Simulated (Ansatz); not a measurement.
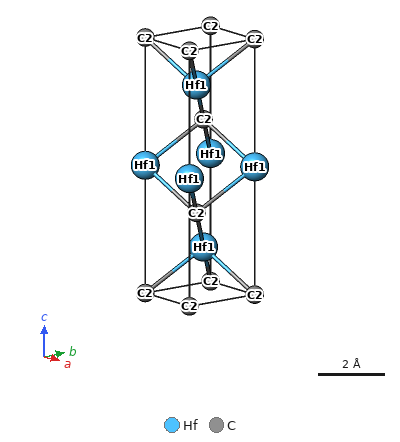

*The input geometry (ball-and-stick view of the cell 3 times as large as that of the calculation, set on its symmetry axes, seen slightly off an axis; atoms are numbered from 1 in the order of the input).*

# HfC: field-gradient calculation

HfC (2 atoms in the cell), computed with DFT, PBE, PAW with Ansatz's default frozen-core files, scalar-relativistic, no spin polarisation (Ansatz 0.2.0).

The structure derives from an entry of the Crystallography Open Database. It belongs to a series of runs on one base structure; here: equal xy, yz and zx shear strains of -3 %, PAW files. Figures and captions count atoms from 1; the log counts them from 0 in places.

### What the program printed
```
Hf: output.efg is read without spin–orbit coupling, which moves field gradients at and beside such atoms by some per cent and up to a factor of two; PAW files take it under magnetization.noncollinear and magnetization.spin_orbit
Engine: ansatz 0.2.0, x86_64-unknown-linux-gnu
Pseudopotentials: kind: paw
Pseudopotential: Hf, paw, valence charge 26, recommended cutoff 420 eV (normal), Hf.paw.azcp
Pseudopotential: C, paw, valence charge 4, recommended cutoff 420 eV (normal), C.paw.azcp
Functional definition: PBE
  parameter kappa = 0.804
  parameter beta = 0.06672455060314922
  exchange = pbe_x(kappa = kappa, mu = beta*pi^2/3)
  correlation = pbe_c(beta = beta)
Crystal: 2 atoms, lattice volume = 25.119 Å³
Basis set: ecut = 420 eV, 513 PW (Γ), exchange–correlation on 48×48×48 points (8 copies of the dense FFT grid, shifted against one another)
Bands: 19, of which v1, the nominal top of the filled ones, is band 15 counted from 1 (14 counted from 0)
Symmetry: 12 space group operations
Space group: R-3m (ITA 166), of the structure as read, at distance tolerance 2.9e-5 Å
k-points: 344 of 3375
Non-local potential: Hf, projectors of the file, l = 0: 3, l = 1: 2, l = 2: 2, l = 3: 3
Non-local potential: C, projectors of the file, l = 0: 2, l = 1: 2, l = 2: 1
PAW form: soft (Blöchl's): semilocal exchange-correlation on the pseudo side does not see the compensation charge
PAW one-centre angular grid: Hf, 590 points (default); XC on 64 Gauss nodes
PAW one-centre angular grid: C, 110 points (default); XC on 64 Gauss nodes
Initial density: superposition of atomic densities (neutral atoms: chi_scale 0, normalization atom), corrected by the library's trained network
Initial wavefunctions: pseudopotential atomic-orbital guess
Functional: x = pbe(κ = 0.804, μ = 0.2195149727645171), c = pbe(β = 0.06672455060314922)
SCF iter   1: F=—  HF=-15974.107798 eV  |F-HF|=—  |Δ(HF+E_count)|=         —  Δρ=1.72e-3  dr2=6.26e-4  ethr=1.77e-3  ⟨swp⟩=4.9  Hψ=26779  notcnv=0
preconditioner: auto → Kerker (q_TF=auto, 2.810 Å⁻¹)  [metal: Δε(μ)=0.025 eV  Ē_g=18.147 eV  σ=0.050 eV  W_gap=0.13  n_scr=14 (ndim 8)  ℏωp=39.2 eV  f_vac=0.000  D(μ)=0.24/eV (n_scr^D=0)]
SCF iter   2: F=—  HF=-15974.107589 eV  |F-HF|=—  |Δ(HF+E_count)|=   2.08e-4  Δρ=9.01e-4  dr2=1.20e-4  ethr=2.09e-6  ⟨swp⟩=2.1  Hψ=13246  notcnv=0
SCF iter   3: F=—  HF=-15974.107602 eV  |F-HF|=—  |Δ(HF+E_count)|=   1.31e-5  Δρ=3.55e-4  dr2=1.77e-5  ethr=3.98e-7  ⟨swp⟩=2.0  Hψ=10955  notcnv=0
SCF iter   4: F=—  HF=-15974.107593 eV  |F-HF|=—  |Δ(HF+E_count)|=   9.16e-6  Δρ=1.58e-4  dr2=4.51e-6  ethr=5.90e-8  ⟨swp⟩=2.5  Hψ=12653  notcnv=0
SCF iter   5: F=—  HF=-15974.107592 eV  |F-HF|=—  |Δ(HF+E_count)|=   8.38e-7  Δρ=4.26e-5  dr2=3.33e-7  ethr=1.50e-8  ⟨swp⟩=2.1  Hψ=10748  notcnv=0
SCF iter   6: F=-15974.107592 eV  HF=-15974.107592 eV  |F-HF|=7.97e-8  |Δ(HF+E_count)|=   4.10e-8  Δρ=9.42e-6  dr2=1.92e-8  ethr=3.33e-10  ⟨swp⟩=10.6  Hψ=52936  notcnv=0
SCF 1 converged in 6 iterations: F = -15974.107592 eV  dr2 = 1.92e-8
  Residual-converged pass: ⟨swp⟩=1.0  Hψ=7921  notcnv=0  max |occ|·‖R‖ = 7.1e-9 eV (tolerance 1.0e-8 eV)  dr2=1.92e-8  dr2_onsite=9.57e-8  max |Δocc| = 1.2e-10
  greatest PAW one-centre occupation: 0.998 electrons in one spin orbital (limit 2), on the Hf atom at site 0 (counted from 0), in its partial waves of l = 0
```

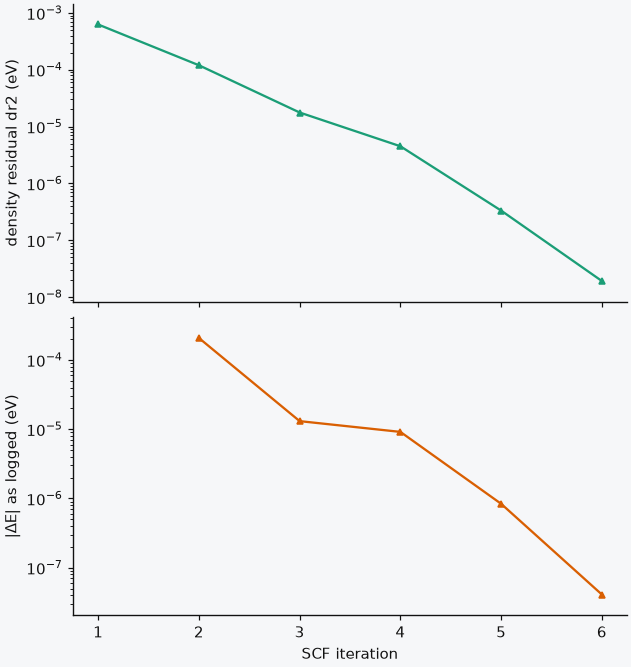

*Convergence of the self-consistent field: density residual dr2 and size of the energy change against the SCF iteration.*

The residual falls at every step.

```
SCF converged after 6 iterations
Free energy (F): -15974.107592 eV
Harris-Foulkes:  -15974.107592 eV  (|F-HF|=7.97e-8)
Internal energy: -15974.105501 eV  (E = F + TS)
E sigma→0 (E₀):  -15974.106547 eV
Entropy (-TS):   -0.002091 eV (-1.046 meV/atom)
Fermi energy:    20.155398 eV
--- Per-component energies (eV) ---
  E_band       = 112.187603
  E_kinetic    = 511.450466
  E_local      = -4986.348206  (includes V_loc(G=0)·N_el)
  E_nonlocal   = -1216.951051
  E_hartree    = 2357.418858
  E_xc         = -348.965442
  E_vxc        = -327.012621  (∫ρ·V_xc dr)
  E_paw        = -7026.701252  (= ΣΔE_a)
  E_vpaw       = 1416.221931  (= ΣTr[D̂ρ^β])
  E_aug_tail   = 0.000005  (compensation charges beyond the density's cutoff)
  E_ewald      = -5264.008879
  E_smearing   = -0.002091  (= −TS)
  E_closure    = 0.000000  (closes the sum)
  Σ components = -15974.107592   (vs F -15974.107592, Δ=0.00e0)
--- Forces (eV/Å), atoms counted from 1 ---
  atom   1  Hf     0.00000000    -0.00000000    -0.00000000
  atom   2  C     -0.00000000    -0.00000000    -0.00000000
  max |Σ_I F_I| component: 8.81e-30 eV/Å
--- Stress (GPa, compression-positive) ---
        0.363094       4.826886       4.826886
        4.826886       0.363094       4.826886
        4.826886       4.826886       0.363094
  P = ⅓ Tr σ = 0.3631 GPa (3.631 kbar)
--- PAW observables at the nuclei: V_zz in 10²¹ V/m², potentials from the cell's mean, atoms counted from 1 ---
  atom   1  Hf V_zz =    +1.042179   η = 0.0000   by run symmetry: allowed
            electrostatic potential = -14184.647410 V   contact ρ = 7528571.078064 e/Å³
  atom   2  C  V_zz =    +0.079846   η = 0.0000   by run symmetry: allowed
            electrostatic potential = -427.576320 V   contact ρ = 869.128771 e/Å³
--- Band table (eV; the first three rows and the last of 344) ---
  k-point 0: bands = ["-40.9851", "-9.4487", "-9.4487", "-9.4164", "7.8092", "9.0506", "9.0577", "9.0577", "9.0694", "9.1416", "9.1416", "9.1424", "21.0978", "21.0978", "21.2707", "21.2707", "21.3792", "21.9192", "23.5387"]
  k-point 1: bands = ["-40.9835", "-9.4769", "-9.4507", "-9.4221", "7.9162", "9.0522", "9.0602", "9.0603", "9.0718", "9.1391", "9.1400", "9.1418", "20.2318", "20.4686", "20.8081", "21.5906", "21.8551", "22.1879", "24.0702"]
  k-point 2: bands = ["-40.9788", "-9.5611", "-9.4566", "-9.4328", "8.2219", "9.0568", "9.0679", "9.0720", "9.0802", "9.1322", "9.1340", "9.1421", "19.1015", "19.6085", "19.9706", "21.9630", "22.2883", "22.5995", "25.2132"]
  k-point 343: bands = ["-40.9357", "-10.1420", "-9.5564", "-9.5414", "8.9595", "9.0779", "9.0795", "9.1014", "9.1328", "9.1339", "9.1434", "11.7532", "14.1793", "16.9164", "16.9394", "25.1853", "25.5950", "25.8843", "27.1977"]
```

### File rho_z.tsv
```
# z_ang	rho[e/angstrom^3]
# format = ansatz-planar-average/11
# lattice	-0.069750000	2.290125000	2.290125000
# lattice	2.290125000	-0.069750000	2.290125000
# lattice	2.290125000	2.290125000	-0.069750000
# sites	2
# site	72	2.255250000	2.255250000	2.255250000
# site	6	0.000000000	0.000000000	0.000000000
0.000000	4.920502e-1
0.134978	4.886050e-1
0.269956	4.794697e-1
0.404935	4.712294e-1
0.539913	4.814578e-1
0.674891	5.411818e-1
0.809869	6.909023e-1
0.944847	9.677047e-1
1.079826	1.382653e0
1.214804	1.896688e0
1.349782	2.412971e0
1.484760	2.800475e0
1.619738	2.944811e0
1.754717	2.800475e0
1.889695	2.412971e0
2.024673	1.896688e0
2.159651	1.382653e0
2.294629	9.677047e-1
2.429608	6.909023e-1
2.564586	5.411818e-1
2.699564	4.814578e-1
2.834542	4.712294e-1
2.969520	4.794697e-1
3.104499	4.886050e-1
```

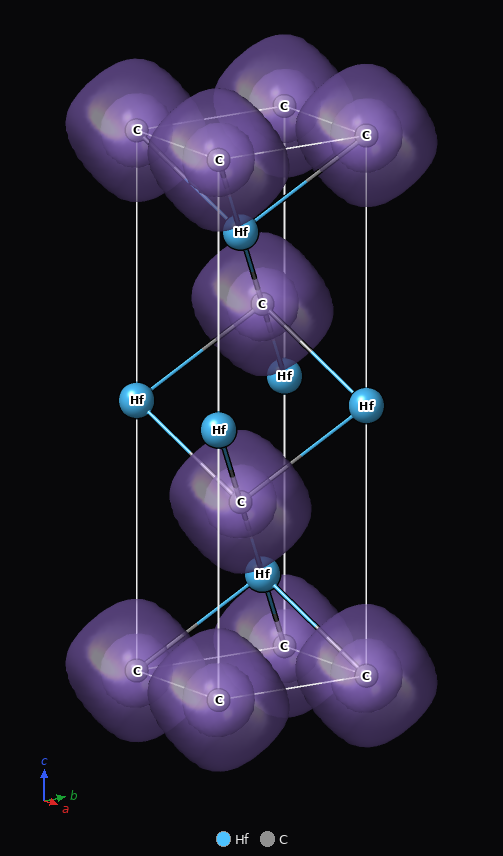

*Isosurface of the ELF at 0.7 (purple), seen slightly off an axis. Core shells and regions of very low density are left out. Sticks mark near contacts. The outline is the cell set on symmetry axes.*

Along the contacts the grid gives the following. Hf–C (2.33 Å): the ELF is about 0.25 at the midpoint; a polar contact without a shared pair, in a metal. In a PAW calculation such maps are meaningful between the atoms, not at the nuclei.

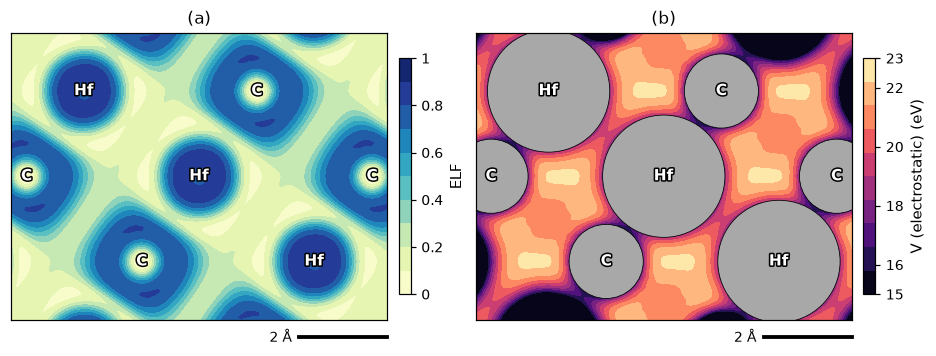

*(a) ELF; (b) electrostatic potential energy of an electron on the (110) plane of the conventional cell. Grey discs, where drawn, cover atomic cores.*

Atoms in the plane: Hf and C. Hf–C (2.33 Å): the ELF is about 0.25 at the midpoint (no shared pair; the contact is polar). The strong features right at Hf lie inside the PAW spheres (semicore, d or f shells) and say nothing about bonding. Outside the cores the potential energy rises away from the atoms and is highest about 1.6 Å from the nearest atoms; outside the discs it spans about 7 eV, and its zero is arbitrary.

This output came from the following input.

### Input
```yaml
crystal:
  lattice:
    - [-0.06975, 2.290125, 2.290125]
    - [2.290125, -0.06975, 2.290125]
    - [2.290125, 2.290125, -0.06975]
  atoms:
    - { symbol: Hf, position: [0.5, 0.5, 0.5] }
    - { symbol: C, position: [0.0, 0.0, 0.0] }
kpoints:
  mp_grid: { grid: [15, 15, 15] }
scf:
  occupations: { method: fermi_dirac, width: 0.05 }
hamiltonian:
  xc: pbe
  pseudopotentials: { kind: paw }
output:
  forces: true
  stress: true
  eigenvalues: true
  efg: { contact_densities: true }
  write_density: true
  write_potential: true
  elf: true
  volumetric_format: npy
```

Launched with:
```bash
ansatz run input.yaml --threads 1 --pin off --max-ram 3072MiB --backend cpu --events-out ev --progress --plain --runs-dir out
```

### Summary

| quantity | value |
| --- | --- |
| outcome | converged |
| space group (tolerance 0.01 Å) | R-3m (166) |
| electrons treated | 30 |
| free energy | −15974.1076 eV |
| Fermi energy | 20.155 eV |
| pressure | 0.36 GPa |
| field gradient V_zz (10²¹ V/m²) | Hf 1.04, C 0.0798 |
| largest force (length of the vector) | under 0.001 eV/Å |
| hardware | 1 thread of Intel Xeon (Sapphire Rapids), 64 GiB of memory available, shared host |
| wall time | 11 s |
| peak memory | 0.52 GiB |

### Remarks

Warnings of the run: the field gradients leave out spin–orbit coupling. Spin–orbit coupling is left out, which matters for Hf.
